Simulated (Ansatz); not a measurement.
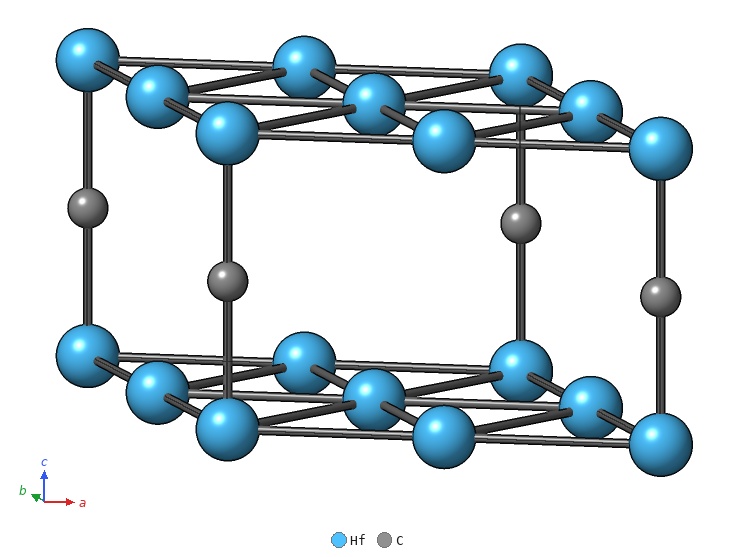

The image is a ball-and-stick drawing of a crystal, viewed slightly off an axis. Atoms at the boundary of the conventional unit cell (the box) are drawn once for each face, edge or corner they touch. Cell: a = 6.03 Å, b = 6.03 Å, c = 4.10 Å, α = 90.00°, β = 90.00°, γ = 120.00°.

It goes back to a random cell made by a generator, so it need not be a real form of the compound. Earlier steps of the study, as a rule a relaxation of our own, may have changed the cell and positions, so they can lie some per cent off the listed ones. It was run through Ansatz as a DFT input.

> Summary of the structure:

The structure is one of Hf4C. It belongs to space group P6/mmm (No. 191) and has a primitive hexagonal lattice. The cell comprises 1 formula unit: 4 Hf, 1 C. Around each C lie two Hf in a linear arrangement at about 2.0 Å. Hf takes two kinds of site: 3f with six Hf at about 3.0 Å; 1a with six Hf and two C (about 3.0 Å to Hf, 2.0 Å to C). The bonds build a three-dimensional framework.

Theory: DFT PBE, scalar-relativistic, plane waves, PAW (Ansatz). Numerical settings: a basis cut at 420 eV, Brillouin-zone sampling on a 6×6×10 mesh, Gaussian smearing of 0.1 eV, no spin polarisation.

> How large a gap does the method give, if there is one?

A metal: bands cross the Fermi level.

> Predict the Bader charges.

Hf +0.14 to +0.84 e; C -1.24 e.

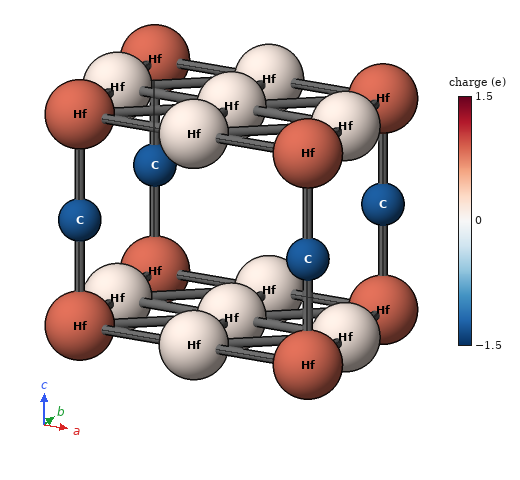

The atoms coloured by those charges. The run's cell of 5 atoms is drawn.

> Is this the optimised geometry for these settings?

Yes. All forces vanish to within 0.01 eV/Å. The pressure is 0.0 GPa, close to zero.
